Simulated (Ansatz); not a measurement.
# FeO: a changed input and its effect

System: FeO (Fm-3m, 4 atoms in the cell).
Method of run 1: DFT LDA+U, scalar-relativistic, plane waves, PAW, Ueff = 7 eV on Fe atom 1 d; Ueff = 7 eV on Fe atom 3 d, spin-polarised (Ansatz 0.2.0).

The structure derives from an entry of the Crystallography Open Database. Text and figures count atoms from 1; the logs count them from 0 in places.

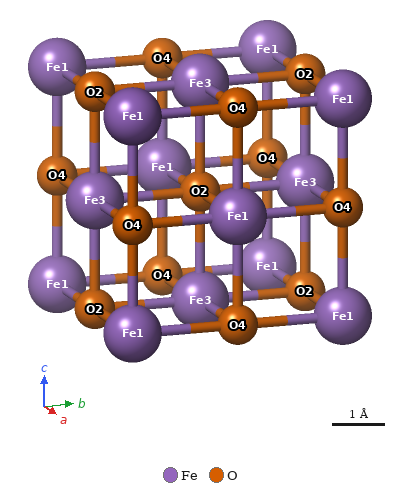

Figure 1. The structure (ball-and-stick view of the cell 2 times as large as that of the calculation, set on its symmetry axes, seen slightly off an axis; atoms are numbered from 1 in the order of the input).

### The input, run 1
```yaml
crystal:
  lattice:
    - [0.0, 2.15540016, 2.15540016]
    - [4.31080032, 2.15540016, 2.15540016]
    - [4.31080032, 4.31080032, 0.0]
  atoms:
    - { symbol: Fe, position: [0.0, 0.0, 0.0], spin: 1.69 }
    - { symbol: O, position: [0.5, 0.5, 0.0] }
    - { symbol: Fe, position: [0.0, 0.0, 0.5], spin: -0.84 }
    - { symbol: O, position: [0.5, 0.5, 0.5] }
basis:
  ecutwfc: 420
  ecutrho_ratio: 4
kpoints:
  mp_grid: { grid: [8, 8, 8] }
hamiltonian:
  xc: lda
  hubbard:
    sites: [{ site: 0, l: d, u_eff: 7.0 }, { site: 2, l: d, u_eff: 7.0 }]
    double_counting: amf
scf:
  occupations: { method: gaussian, width: 0.05 }
  lower_state_search: "off"
  max_iter: 150
output:
  forces: true
  stress: true
  eigenvalues: true
  populations: true
  hubbard: { sites: [{ site: 0, l: d }, { site: 2, l: d }] }
magnetization:
  spin_polarized: true
  spin_locking: { lock_spins: true }
```

Launched with:
```bash
ansatz run input.yaml --threads 2 --pin off --max-ram 3072MiB --backend cpu --events-out ev --progress --plain --runs-dir out
```

Hardware: 2 threads of AMD EPYC (Zen 3), 64 GiB of memory available, shared host.

### Output, shortened to warnings, some set-up lines, iterations and results (run 1)
```
Warning: output.stress: scf.convergence.dr2_threshold = 1e-7 eV (the SCF's general default) is looser than the 4e-10 eV advised for a printed stress (1e-10 eV for each atom of the cell: 4). What an SCF threshold leaves in a stress goes as its square root, and in the free energy as the threshold itself, and one threshold admits the most on a small cell: of the crystals measured, under no hybrid …
Warning: output.stress: the lock of the moments that magnetization.spin_locking holds to the close lets an SCF meet its threshold on dr2 anywhere within the lock's freeze window, and the stress can move with the moments there: no threshold on dr2 bounds that. The window is the square root of the freeze energy over magnetization.spin_locking.lambda. Set magnetization.spin_locking.freeze_energy_tol …
WARN: magnetisation constraint 0 stalled: max|Δm| = 9.27e-1 μB after 1.62e0 (insufficient decrease); penalty doubled to λ_eff = 2.000 eV/μB² (escalation 1) — a constraint that keeps stalling ends the run as non-convergence; consider a larger constraint lambda
Basis set: ecut = 420 eV, 775 PW (Γ), FFT grids on a1, a2−a3, −a1+a2
Symmetry: 16 space group operations
k-points: 75 of 512
Initial density: superposition of atomic densities (chi_scale 0.1, normalization cell, long waves kept (reshape's long-wave potential 0.00 eV rms))
[...]
SCF iter   1: F=-9884.217087 eV  HF=-9954.075463 eV  |F-HF|=6.99e1  |Δ(HF+E_count)|=         —  Δρ=2.37e-1 (↑2.37e-1 ↓2.01e-1)  dr2=7.25e1  dr2_m=6.97e-1  M=1.558 μB …
SCF iter   2: F=-9847.095996 eV  HF=-9951.089163 eV  |F-HF|=1.04e2  |Δ(HF+E_count)|=    2.99e0  Δρ=3.16e-1 (↑3.16e-1 ↓2.16e-1)  dr2=1.12e2  dr2_m=4.55e0  M=-1.339 μB …
SCF iter   3: F=-9864.964398 eV  HF=-9951.372188 eV  |F-HF|=8.64e1  |Δ(HF+E_count)|=   2.83e-1  Δρ=2.69e-1 (↑2.10e-1 ↓2.69e-1)  dr2=9.15e1  dr2_m=3.50e0  M=2.944 μB …
SCF iter   4: F=-9930.628453 eV  HF=-9948.858867 eV  |F-HF|=1.82e1  |Δ(HF+E_count)|=    2.51e0  Δρ=1.52e-1 (↑1.13e-1 ↓1.52e-1)  dr2=2.15e1  dr2_m=2.01e0  M=2.520 μB …
SCF iter   5: F=-9952.747067 eV  HF=-9949.940381 eV  |F-HF|=2.81e0  |Δ(HF+E_count)|=    1.08e0  Δρ=8.22e-2 (↑8.22e-2 ↓5.92e-2)  dr2=1.54e0  dr2_m=7.16e-1  M=1.207 μB …
[... 88 lines ...]
SCF iter  94: F=-9955.041312 eV  HF=-9955.041314 eV  |F-HF|=2.14e-6  |Δ(HF+E_count)|=   5.07e-4  Δρ=5.21e-5 (↑5.21e-5 ↓5.14e-5)  dr2=2.69e-6  dr2_m=5.03e-8  M=0.945 μB …
SCF iter  95: F=-9955.041504 eV  HF=-9955.041503 eV  |F-HF|=2.03e-7  |Δ(HF+E_count)|=   1.89e-4  Δρ=4.42e-5 (↑4.42e-5 ↓4.33e-5)  dr2=2.71e-7  dr2_m=5.50e-7  M=0.945 μB …
SCF iter  96: F=-9955.041446 eV  HF=-9955.041446 eV  |F-HF|=1.67e-8  |Δ(HF+E_count)|=   5.75e-5  Δρ=1.61e-5 (↑1.61e-5 ↓1.55e-5)  dr2=5.72e-8  dr2_m=6.85e-8  M=0.945 μB …
SCF iter  97: F=-9955.041407 eV  HF=-9955.041407 eV  |F-HF|=2.88e-8  |Δ(HF+E_count)|=   3.93e-5  Δρ=5.64e-6 (↑5.64e-6 ↓4.89e-6)  dr2=2.81e-8  dr2_m=1.27e-9  M=0.945 μB …
SCF 1 converged in 97 iterations: F = -9955.041407 eV  dr2 = 2.81e-8
this state was not tested for a lower state beside it, because a magnetisation constraint still acts at the end of the SCF (magnetization_constraint; see scf.lower_state_search)
SCF converged after 97 iterations
Magnetization: 0.9449 μB (22.4725 up, 21.5275 down)
Absolute magnetization: 3.5883 μB (∫|ρ↑−ρ↓|, with the PAW one-centre terms)
Spin contamination: 1.5999 ħ² per cell (⟨S²⟩ above its minimum at these occupations)
Per-site moments (μB) at R_I (Å): [(1.6903429991275756, 0.889102566), (0.014363412136590079, 0.889102566), (-0.8417965556143312, 0.889102566), (0.0362141825798893, 0.889102566)]
--- Magnetisation constraints (ε_frz = 1.0e-4 eV) ---
  site  kind      target   achieved (μB)  |Δ|max (μB)  g (eV/μB)  λ_eff  esc  ok   flags
  0     per_site  +1.6900  +1.6903        3.43e-4      -1.46e-2   2.000  1    yes
  2     per_site  -0.8400  -0.8418        1.80e-3      -2.77e-1   2.000  1    yes
Free energy (F): -9955.041407 eV
Harris-Foulkes:  -9955.041407 eV  (|F-HF|=2.88e-8)
Internal energy: -9955.038393 eV  (E = F + TS)
E sigma→0 (E₀):  -9955.039900 eV
Entropy (-TS):   -0.003014 eV (-0.754 meV/atom)
Fermi energy:    13.657716 eV
--- Per-component energies (eV) ---
  E_band       = -558.615786
  E_kinetic    = 1031.154028
  E_local      = -5201.663861  (includes V_loc(G=0)·N_el)
  E_nonlocal   = 565.773947
  E_hartree    = 2112.048193
  E_xc         = -371.194213
  E_vxc        = -479.086450  (∫ρ·V_xc dr)
  E_hubbard    = -11.115677  (on-site DFT+U / exact-exchange correction)
  E_vhub       = -22.231300  (the Hubbard potential's part of the band-sum identity)
  E_paw        = -2910.131755  (= ΣΔE_a)
  E_vpaw       = -676.883310  (= ΣTr[D̂ρ^β])
  E_aug_tail   = 0.006873  (compensation charges beyond the density's cutoff)
  E_constr_dc  = 0.208306  (∫m·b dr)
  E_ewald      = -5170.912840
  E_core_change = 0.996914  (= ΣΔE_core)
  E_smearing   = -0.003014  (= −TS)
  E_closure    = -0.000002  (closes the sum)
  E_penalty    = 0.000487  (constraint; not in F)
  Σ components = -9955.041407   (vs F -9955.041407, Δ=0.00e0)
DFT+U double counting: amf (around mean field; hamiltonian.hubbard.double_counting)
--- Forces (eV/Å), atoms counted from 1 ---
  atom   1  Fe     0.00000000     0.00000000    -0.00000000
  atom   2  O      0.00000000     0.00000000     0.00000000
  atom   3  Fe     0.00000000    -0.00000000    -0.00000000
  atom   4  O      0.00000000     0.00000000     0.00000000
  max |Σ_I F_I| component: 3.16e-30 eV/Å
--- Stress (GPa, compression-positive) ---
      -18.743672      -0.000000       0.000000
       -0.000000     -15.149859       0.000000
        0.000000       0.000000     -15.149859
  P = ⅓ Tr σ = -16.3478 GPa (-163.478 kbar)
Occupation matrices written to [file]
[...]
```

The input of run 2 differs as follows (lines with − go, lines with + come):
```diff
-    - { symbol: Fe, position: [0.0, 0.0, 0.5], spin: -0.84 }
+    - { symbol: Fe, position: [0.0, 0.0, 0.5], spin: -0.68 }
-  spin_locking: { lock_spins: true }
+  spin_locking: { lock_spins: true, n_iters: 12 }
```

How does run 2 compare with run 1?

The total moment is fixed by the input in run 1 and run 2, so the state need not be the lowest. With the same functional and potentials, run 2 lies 301.1 meV per atom lower. A gap of 0.85 eV opens on the mesh, where run 1 has none. The net moment of the cell goes from 0.94 to 2.00 μB. The pressure goes from −16.35 to −20.99 GPa. On the same kind of shared host run 2 took about 0.3 times as long.

### Output, shortened to warnings, some set-up lines, iterations and results (run 2)
```
Warning: output.stress: scf.convergence.dr2_threshold = 1e-7 eV (the SCF's general default) is looser than the 4e-10 eV advised for a printed stress (1e-10 eV for each atom of the cell: 4). What an SCF threshold leaves in a stress goes as its square root, and in the free energy as the threshold itself, and one threshold admits the most on a small cell: of the crystals measured, under no hybrid …
Basis set: ecut = 420 eV, 775 PW (Γ), FFT grids on a1, a2−a3, −a1+a2
Symmetry: 16 space group operations
k-points: 75 of 512
Initial density: superposition of atomic densities (chi_scale 0.1, normalization cell, long waves kept (reshape's long-wave potential 0.00 eV rms))
[...]
SCF iter   1: F=—  HF=-9954.125544 eV  |F-HF|=—  |Δ(HF+E_count)|=         —  Δρ=2.39e-1 (↑2.39e-1 ↓2.04e-1)  dr2=7.40e1  dr2_m=7.64e-1  M=1.749 μB ∫|m|=2.854 μB  β_m=0.30  …
SCF iter   2: F=—  HF=-9951.501148 eV  |F-HF|=—  |Δ(HF+E_count)|=    2.62e0  Δρ=3.24e-1 (↑3.24e-1 ↓2.43e-1)  dr2=1.29e2  dr2_m=4.53e0  M=-1.290 μB ∫|m|=3.364 μB  β_m=0.25  …
SCF iter   3: F=—  HF=-9951.316280 eV  |F-HF|=—  |Δ(HF+E_count)|=   1.85e-1  Δρ=2.72e-1 (↑2.05e-1 ↓2.72e-1)  dr2=9.09e1  dr2_m=3.54e0  M=3.091 μB ∫|m|=3.572 μB  β_m=0.18  …
SCF iter   4: F=—  HF=-9948.860292 eV  |F-HF|=—  |Δ(HF+E_count)|=    2.46e0  Δρ=1.65e-1 (↑1.17e-1 ↓1.65e-1)  dr2=2.46e1  dr2_m=2.48e0  M=2.865 μB ∫|m|=3.362 μB  β_m=0.10  …
SCF iter   5: F=—  HF=-9949.210675 eV  |F-HF|=—  |Δ(HF+E_count)|=   3.50e-1  Δρ=7.14e-2 (↑7.14e-2 ↓6.90e-2)  dr2=4.82e0  dr2_m=1.44e-1  M=1.700 μB ∫|m|=2.776 μB  β_m=0.50  …
[... 14 lines ...]
SCF iter  20: F=—  HF=-9956.245855 eV  |F-HF|=—  |Δ(HF+E_count)|=   5.87e-6  Δρ=1.63e-4 (↑1.63e-4 ↓1.56e-4)  dr2=3.75e-5  dr2_m=2.66e-7  M=2.000 μB ∫|m|=2.053 μB  β_m=0.71  …
SCF iter  21: F=—  HF=-9956.245844 eV  |F-HF|=—  |Δ(HF+E_count)|=   1.17e-5  Δρ=4.27e-5 (↑4.27e-5 ↓3.92e-5)  dr2=5.58e-6  dr2_m=1.17e-7  M=2.000 μB ∫|m|=2.052 μB  β_m=0.86  …
SCF iter  22: F=—  HF=-9956.245841 eV  |F-HF|=—  |Δ(HF+E_count)|=   2.32e-6  Δρ=2.19e-5 (↑2.19e-5 ↓1.28e-5)  dr2=5.81e-7  dr2_m=1.44e-8  M=2.000 μB ∫|m|=2.052 μB  β_m=0.80  …
SCF iter  23: F=-9956.245841 eV  HF=-9956.245841 eV  |F-HF|=2.75e-8  |Δ(HF+E_count)|=   1.52e-7  Δρ=9.02e-6 (↑6.25e-6 ↓9.02e-6)  dr2=5.35e-8  dr2_m=5.31e-9  M=2.000 μB …
SCF 1 converged in 23 iterations: F = -9956.245841 eV  dr2 = 5.35e-8
SCF converged after 23 iterations
Magnetization: 2.0000 μB (23.0000 up, 21.0000 down)
Absolute magnetization: 2.0425 μB (∫|ρ↑−ρ↓|, with the PAW one-centre terms)
Spin contamination: 0.0067 ħ² per cell (⟨S²⟩ above its minimum at these occupations)
Per-site moments (μB) at R_I (Å): [(1.6934318610276946, 0.889102566), (0.02241115049516149, 0.889102566), (-0.0028831264298138258, 0.889102566), (0.11913332410479033, 0.889102566)]
--- Magnetisation constraints (ε_frz = 1.0e-4 eV) ---
  site  kind      target   achieved (μB)  |Δ|max (μB)  g (eV/μB)  λ_eff  esc  ok  flags
  0     per_site  +1.6900  +1.6934        3.43e-3      +0.00e0    0.000  0    —   released
  2     per_site  -0.6800  -0.0029        6.77e-1      +0.00e0    0.000  0    —   released
Free energy (F): -9956.245841 eV
Harris-Foulkes:  -9956.245841 eV  (|F-HF|=2.75e-8)
Internal energy: -9956.245841 eV  (E = F + TS)
E sigma→0 (E₀):  -9956.245841 eV
Fermi energy:    14.110215 eV
--- Per-component energies (eV) ---
  E_band       = -567.965977
  E_kinetic    = 1029.765413
  E_local      = -5191.092700  (includes V_loc(G=0)·N_el)
  E_nonlocal   = 562.929257
  E_hartree    = 2103.699615
  E_xc         = -371.195018
  E_vxc        = -479.079803  (∫ρ·V_xc dr)
  E_hubbard    = -12.417786  (on-site DFT+U / exact-exchange correction)
  E_vhub       = -24.835644  (the Hubbard potential's part of the band-sum identity)
  E_paw        = -2908.025634  (= ΣΔE_a)
  E_vpaw       = -673.056969  (= ΣTr[D̂ρ^β])
  E_aug_tail   = 0.006938  (compensation charges beyond the density's cutoff)
  E_ewald      = -5170.912840
  E_core_change = 0.996914  (= ΣΔE_core)
  E_smearing   = -0.000000  (= −TS)
  E_closure    = 0.000000  (closes the sum)
  Σ components = -9956.245841   (vs F -9956.245841, Δ=0.00e0)
DFT+U double counting: amf (around mean field; hamiltonian.hubbard.double_counting)
--- Forces (eV/Å), atoms counted from 1 ---
  atom   1  Fe     0.00000000     0.00000000     0.00000000
  atom   2  O      0.00000000     0.00000000     0.00000000
  atom   3  Fe     0.00000000     0.00000000     0.00000000
  atom   4  O      0.00000000     0.00000000     0.00000000
  max |Σ_I F_I| component: 4.73e-29 eV/Å
--- Stress (GPa, compression-positive) ---
      -27.501311      -0.000000       0.000000
       -0.000000     -17.734348      -0.000000
        0.000000      -0.000000     -17.734348
  P = ⅓ Tr σ = -20.9900 GPa (-209.900 kbar)
Occupation matrices written to [file]
--- Löwdin populations: 4 sites ---
  site symbol       q [e]    m [muB]
     0     Fe     14.8774     1.8089
     1      O      6.9520     0.0302
     2     Fe     14.9467    -0.0035
     3      O      7.0035     0.1576
  spilling = 0.005010 (of n_electrons = 44.000000)
[...]
```

### The two runs side by side

```tsv
quantity	run 1	run 2
outcome	converged	converged
free energy per atom (eV)	−2488.7604	−2489.0615
energy per atom, smearing taken to zero (eV)	−2488.7600	−2489.0615
gap on the mesh (eV)	0.00	0.85
net moment of the cell (μB)	0.94	2.00
absolute moment of the cell (μB)	3.59	2.04
pressure (GPa)	−16.35	−20.99
largest force (eV/Å)	0.000	0.000
irreducible k-points	75	75
plane waves at Γ	775	775
SCF iterations	–	23
wall time (shared host)	48 s	15 s
```

For run 1: Warnings: the state was not tested for a lower one; the SCF threshold is looser than advised for the printed stress. The cell is under a tension of 16.3 GPa at this level, so it is not at its equilibrium volume. For run 2: Warnings: the SCF threshold is looser than advised for the printed stress. The cell is under a tension of 21 GPa at this level, so it is not at its equilibrium volume.
